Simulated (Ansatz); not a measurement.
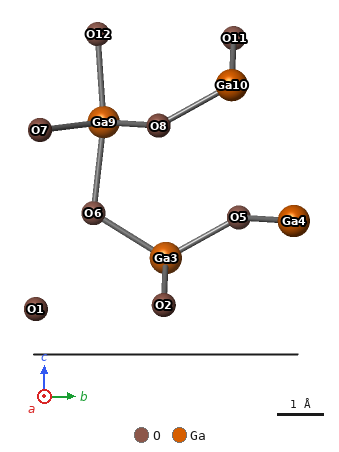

This is the input geometry for a relaxation of a slab of composition GaO2 (cut from the C2/m phase). A ball-and-stick model of the 2 × 1 repeat of the cell, outlined in the plane, without the vacuum, seen along the a axis.

Case: (1 0 0) slab, atoms relaxed. The slab is the (1 0 0) face of Ga2O3.

These are results of DFT PBEsol, scalar-relativistic, plane waves, PAW (Ansatz), not measurements.

Input
```yaml
crystal:
  lattice:
    - [3.0473530171, 0.0, 0.0]
    - [0.0, 5.8105123894, 0.0]
    - [0.0, 0.0, 21.0524987955]
  atoms:
    - { symbol: O, position: [0.0, 0.0072311455, 0.356252247] }
    - { symbol: O, position: [0.0, 0.4915597231, 0.3604777783] }
    - { symbol: Ga, position: [0.5, 0.4993219294, 0.409628557] }
    - { symbol: Ga, position: [0.0, 0.9842787262, 0.4483111378] }
    - { symbol: O, position: [0.5, 0.7761103962, 0.4519827801] }
    - { symbol: O, position: [0.5, 0.2253374431, 0.456508739] }
    - { symbol: O, position: [0.0, 0.0228488597, 0.543491261] }
    - { symbol: O, position: [0.0, 0.4720759066, 0.5480172199] }
    - { symbol: Ga, position: [0.5, 0.2639075766, 0.5516888622] }
    - { symbol: Ga, position: [0.0, 0.7488643735, 0.590371443] }
    - { symbol: O, position: [0.5, 0.7566265797, 0.6395222217] }
    - { symbol: O, position: [0.5, 0.2409551573, 0.643747753] }
basis:
  ecutwfc: 420
kpoints:
  mp_grid: { grid: [9, 5, 1] }
hamiltonian:
  xc: pbesol
scf:
  occupations: { method: gaussian, width: 0.05 }
output:
  forces: true
  eigenvalues: true
relax:
  adjacent_minimum: "off"
  f_tol: 0.02
  max_steps: 60
efield:
  axis: 3
  dipole_correction: true
  ramp_width: 0.04
```

Launched with:
```bash
ansatz run input.yaml --threads 1 --pin off --max-ram 2560MiB --backend cpu --events-out ev --progress --plain --runs-dir out
```

What does the optimiser find from here?

The largest moves relative to the layer's centre, 0.89 Å, are those of O1 and O12. O12 goes within the plane. Largest moves by element: O 0.89 Å, Ga 0.25 Å. The cell doesn't change. Some distances before and after: O11–O12 2.816 → 1.467 Å, Ga4–O7 2.016 → 1.964 Å, Ga10–O11 1.842 → 1.887 Å, Ga4–O6 2.077 → 2.122 Å. New bonds form: O11–O12 (2.82 → 1.47 Å), O1–O2 (2.82 → 1.47 Å). Bond angles that change, for instance: Ga3–O6–Ga9 115.4° → 133.9°, Ga3–O6–Ga4 122.0° → 109.6°, O1–Ga4–O7 169.7° → 158.3°. After 10 accepted moves (11 points after the start) the energy has fallen by 4.313 eV per cell of the calculation. The largest force component goes from 0.98 to 0.0064 eV/Å. The line search rejected the trial step at point 5 of the run. The run took 15 min on 1 thread of Intel(R) Xeon(R) Processor @ 2.50GHz (Skylake/Cascade Lake), on a shared host, peak memory 0.68 GiB.

After the run, drawn alike:

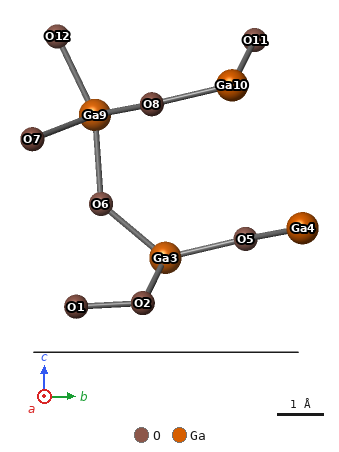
